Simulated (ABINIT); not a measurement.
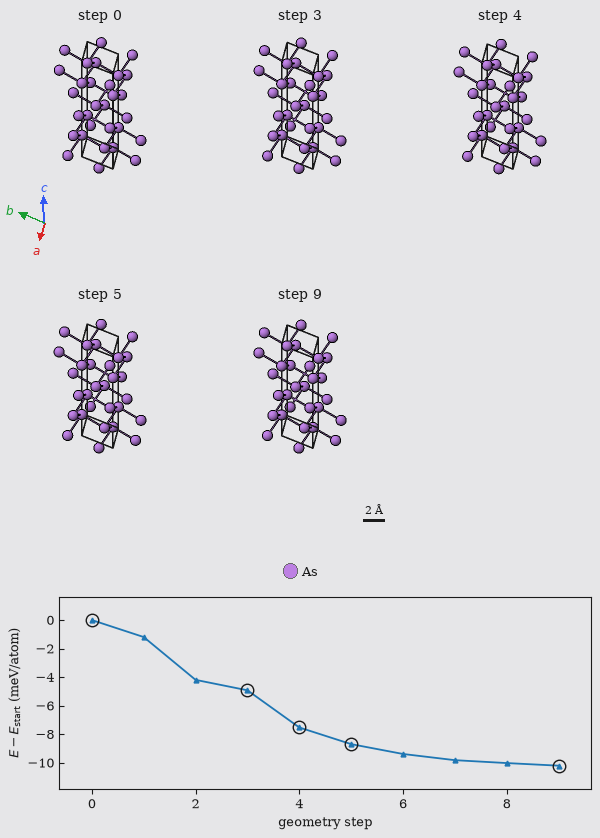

Frames of a relaxation of solid As (set up in R-3m), marked on the history of the run. The picture is a ball-and-stick view of the conventional cell (3 times the calculation's cell), seen from a free direction. Lengths and directions refer to the drawn axes.

The run lets cell and atoms move.

Level of theory: Kohn-Sham DFT of a periodic cell, PBEsol, PseudoDojo NC SR PBEsol v0.4.1 standard (ABINIT).

Input file:
```
# Pseudopotentials
pp_dirpath "./"
pseudos "As.upf"

# Structure
acell 7.8064586208 7.8064586208 7.8064586208
rprim
     0.4552885255     0.2628609527     0.8506564983
    -0.4552885255     0.2628609527     0.8506564983
     0.0000000000    -0.5257219055     0.8506564983
ntypat 1
znucl 33
natom 2
typat 1 1
chkprim 0
chksymtnons 0
tolsym 1.0e-6
xred
   0.2260000000   0.2260000000   0.2260000000
   0.7740000000   0.7740000000   0.7740000000

# Plane-wave basis
ecut 42.0
ecutsm 0.5

# k points
kptopt 1
ngkpt 7 7 7
nshiftk 1
shiftk 0.0 0.0 0.0

# Exchange and correlation
ixc -116133

# Bands and occupations
nband 19
occopt 3
tsmear 0.05 eV

# SCF cycle
nstep 80
tolvrs 1.0e-12

# Output
iomode 3
prteig 0
prtebands 0
prtwf 0
prtden 0

# Relaxation
ionmov 2
optcell 2
ntime 50
tolmxf 2.0e-5
dilatmx 1.08
```

Command:
```bash
abinit run.abi > log 2>&1
```

Question: Describe the path.

Answer: The run was cut off at its time limit before the relaxation converged, so the last structure is only a point on the way. The largest moves relative to the cell, 0.039 Å, are those of As atoms. The drawn cell changes as follows: a = b 3.762 → 3.789 Å (+0.7 %), c 10.542 → 10.050 Å (−4.7 %); the volume changes by −3.3 %. Near-neighbour distances that change, for instance: As–As 2.506 → 2.530 Å. The space group stays R-3m (No. 166). The energy falls by 10.2 meV per atom in 9 geometry steps. Largest force component: 0.34 eV/Å at the start, 0.025 eV/Å at the end. Pressure: 0.26 GPa at the start and 0.17 GPa at the end. From step 0 to 3: As atoms move most (0.02 Å), volume −0.2 %, energy −4.9 meV per atom. From step 3 to 4: As atoms move most (0.02 Å), volume −1.8 %, energy −2.6 meV per atom. From step 4 to 5: volume −1.3 %, energy −1.2 meV per atom. From step 5 to 9: volume −0.1 %, energy −1.5 meV per atom.

| step | E − E(0), meV/atom | largest force component, eV/Å | pressure, GPa | volume, Å³/atom |
| --- | --- | --- | --- | --- |
| 0 | 0.00 | 0.3389 | 0.26 | 21.530 |
| 1 | -1.19 | 0.2745 | 0.00 | 21.548 |
| 2 | -4.19 | 0.0070 | -0.93 | 21.557 |
| 3 | -4.92 | 0.0445 | -0.98 | 21.494 |
| 4 | -7.53 | 0.1639 | -0.66 | 21.116 |
| 5 | -8.69 | 0.1574 | -0.09 | 20.848 |
| 6 | -9.38 | 0.0890 | 0.33 | 20.743 |
| 7 | -9.82 | 0.0070 | 0.50 | 20.741 |
| 8 | -10.02 | 0.0206 | 0.43 | 20.767 |
| 9 | -10.20 | 0.0247 | 0.17 | 20.820 |
